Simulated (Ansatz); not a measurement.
Run report: Co5Si8, geometry relaxation (part 4 of 4)

Continued. System: Co5Si8 (slab, 13 atoms in the cell). Method: DFT PBEsol, scalar-relativistic, plane waves, PAW, spin-polarised (Ansatz 0.2.0); cutoff 420 eV, 8×6×1 k-mesh, Gaussian smearing of 0.1 eV, collinear spins. The structure derives from an entry of the Crystallography Open Database. The input holds or restrains some coordinates. Forces given for the steps count only the free coordinates. It belongs to a series of runs on one base structure; here: Co put at a top Co site.

Geometry of the input (Å; fractional positions):
```
3.7565  0.0000  0.0000
0.0000  5.3125  0.0000
0.0000  0.0000  24.6348
Co 0.5000  0.5000  0.3450
Si 0.0000  0.7500  0.3450
Si 0.0000  0.2500  0.3450
Co 0.0000  0.0000  0.4213
Si 0.5000  0.2500  0.4213
Si 0.5000  0.7500  0.4213
Co 0.5000  0.5000  0.4969
Si 0.0000  0.7520  0.4985
Si 0.0000  0.2480  0.4985
Co 0.0000  0.0000  0.5745
Si 0.5000  0.2493  0.5718
Si 0.5000  0.7507  0.5718
Co 0.0000  0.0000  0.6768
```

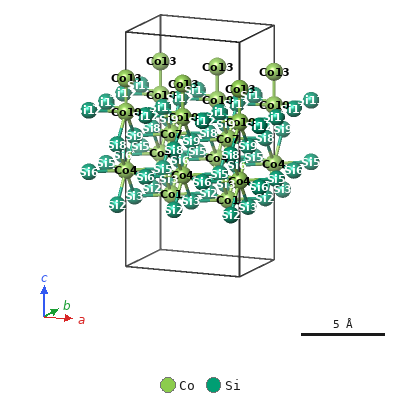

Figure 1. The geometry at step 5 of the log (ball-and-stick view of the 2 × 1 repeat of the cell, with the vacuum cut short, seen slightly off an axis; bonded neighbours outside the cell are drawn too; atoms are numbered from 1 in the order of the input).

**Trajectory as extended XYZ, continued**
```
13
Lattice="3.7565 0.0000 0.0000 0.0000 5.3125 0.0000 0.0000 0.0000 24.6348" Properties=species:S:1:pos:R:3:forces:R:3 step=3 energy=-30435.91199
Co    1.8783    2.6563    8.5000    0.0000   0.0000  -0.1131
Si    0.0000    3.9844    8.5000    0.0000   0.0194   0.3549
Si    0.0000    1.3281    8.5000    0.0000  -0.0194   0.3549
Co    0.0000    0.0000   10.3783    0.0000   0.0000   0.1123
Si    1.8783    1.3281   10.3783    0.0000   0.1022  -0.1873
Si    1.8783    3.9844   10.3783    0.0000  -0.1022  -0.1873
Co    1.8783    2.6563   12.2742    0.0000   0.0000   0.1004
Si    0.0000    3.9972   12.2884    0.0000  -0.0279  -0.0683
Si    0.0000    1.3153   12.2884    0.0000   0.0279  -0.0683
Co    0.0000    0.0000   14.1901    0.0000   0.0000  -0.7812
Si    1.8783    1.3241   14.1525    0.0000   0.0153   0.2791
Si    1.8783    3.9884   14.1525    0.0000  -0.0153   0.2791
Co    0.0000    0.0000   16.2767    0.0000   0.0000  -0.0756
13
Lattice="3.7565 0.0000 0.0000 0.0000 5.3125 0.0000 0.0000 0.0000 24.6348" Properties=species:S:1:pos:R:3:forces:R:3 step=4 energy=-30435.99458
Co    1.8783    2.6563    8.5000    0.0000   0.0000  -0.0338
Si    0.0000    3.9844    8.5000    0.0000   0.0194   0.2899
Si    0.0000    1.3281    8.5000    0.0000  -0.0194   0.2899
Co    0.0000    0.0000   10.3783    0.0000   0.0000  -0.1834
Si    1.8783    1.3281   10.3783    0.0000   0.0868  -0.2264
Si    1.8783    3.9844   10.3783    0.0000  -0.0868  -0.2264
Co    1.8783    2.6563   12.2798    0.0000   0.0000  -0.0822
Si    0.0000    3.9610   12.2298    0.0000   0.1233   0.1675
Si    0.0000    1.3515   12.2298    0.0000  -0.1233   0.1675
Co    0.0000    0.0000   14.0461    0.0000   0.0000  -0.3118
Si    1.8783    1.3252   14.1777    0.0000   0.0022   0.0908
Si    1.8783    3.9873   14.1777    0.0000  -0.0022   0.0908
Co    0.0000    0.0000   16.1235    0.0000   0.0000  -0.0282
13
Lattice="3.7565 0.0000 0.0000 0.0000 5.3125 0.0000 0.0000 0.0000 24.6348" Properties=species:S:1:pos:R:3:forces:R:3 step=5 energy=-30436.00539
Co    1.8783    2.6563    8.5000    0.0000   0.0000  -0.0282
Si    0.0000    3.9844    8.5000    0.0000   0.0217   0.2966
Si    0.0000    1.3281    8.5000    0.0000  -0.0217   0.2966
Co    0.0000    0.0000   10.3783    0.0000   0.0000  -0.1653
Si    1.8783    1.3281   10.3783    0.0000   0.1031  -0.1903
Si    1.8783    3.9844   10.3783    0.0000  -0.1031  -0.1903
Co    1.8783    2.6563   12.2788    0.0000   0.0000   0.0091
Si    0.0000    3.9637   12.2405    0.0000  -0.0774  -0.0677
Si    0.0000    1.3488   12.2405    0.0000   0.0774  -0.0677
Co    0.0000    0.0000   14.0089    0.0000   0.0000   0.0088
Si    1.8783    1.3290   14.2044    0.0000   0.0318   0.0374
Si    1.8783    3.9835   14.2044    0.0000  -0.0318   0.0374
Co    0.0000    0.0000   16.0827    0.0000   0.0000   0.0241
13
Lattice="3.7565 0.0000 0.0000 0.0000 5.3125 0.0000 0.0000 0.0000 24.6348" Properties=species:S:1:pos:R:3:forces:R:3 step=6 energy=-30436.00722
Co    1.8783    2.6563    8.5000    0.0000   0.0000  -0.0180
Si    0.0000    3.9844    8.5000    0.0000   0.0245   0.2906
Si    0.0000    1.3281    8.5000    0.0000  -0.0245   0.2906
Co    0.0000    0.0000   10.3783    0.0000   0.0000  -0.1555
Si    1.8783    1.3281   10.3783    0.0000   0.1057  -0.1928
Si    1.8783    3.9844   10.3783    0.0000  -0.1057  -0.1928
Co    1.8783    2.6563   12.2802    0.0000   0.0000   0.0029
Si    0.0000    3.9568   12.2354    0.0000  -0.0222  -0.0237
Si    0.0000    1.3557   12.2354    0.0000   0.0222  -0.0237
Co    0.0000    0.0000   13.9987    0.0000   0.0000   0.0069
Si    1.8783    1.3329   14.2182    0.0000   0.0204   0.0102
Si    1.8783    3.9796   14.2182    0.0000  -0.0204   0.0102
Co    0.0000    0.0000   16.0734    0.0000   0.0000  -0.0048
```

**Results in brief**

```tsv
quantity	value
outcome	converged under the restraints of the input
electrons treated	117
free energy	−30436.0072 eV
work function, top face	3.21 eV
work function, bottom face	4.94 eV
Fermi energy	1.764 eV
gap on the k-point mesh	none (metallic)
net moment of the cell	2.47 μB
integrated absolute moment	2.74 μB
final volume	491.62 Å³
work function (upper face)	3.21 eV
largest force (length of the vector) at the end, held atoms and coordinates included	0.292 eV/Å
hardware	2 threads of Arm Neoverse V1, 24 GiB of memory available, shared host
wall time	16 min (CPU time 32 min)
peak memory	1.4 GiB
```

**Notes**

Warnings of the run: the exchange-correlation potential is rough where the density is thin.
